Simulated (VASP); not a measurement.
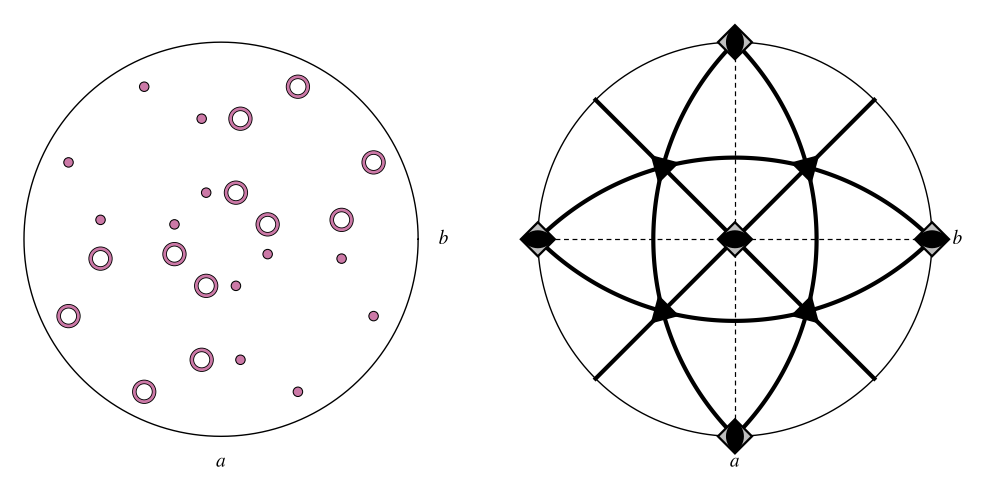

Stereographic projection: filled dots lie in the upper hemisphere, open rings in the lower; heavy lines are mirror planes (a heavy rim: a mirror in the plane of the page); lens, triangle, square and hexagon are 2-, 3-, 4- and 6-fold axes, a lens in an open square is −4, a triangle in an open hexagon −6; thin dashed diameters join the ends of axes that lie in the page; a small open circle marks inversion. The c axis points at the viewer. Left: one general form; right: the symmetry elements. Computed from the symmetry operations of a computed or model structure of composition GaP.

Q: Which point group is this?

A: -43m (Td), order 24, cubic system: three −4 axes, four threefold axes, six mirror planes.

Q: Can such a crystal be piezoelectric, pyroelectric or chiral?

A: It is not centrosymmetric; not polar, but piezoelectricity is allowed; it is not chiral.
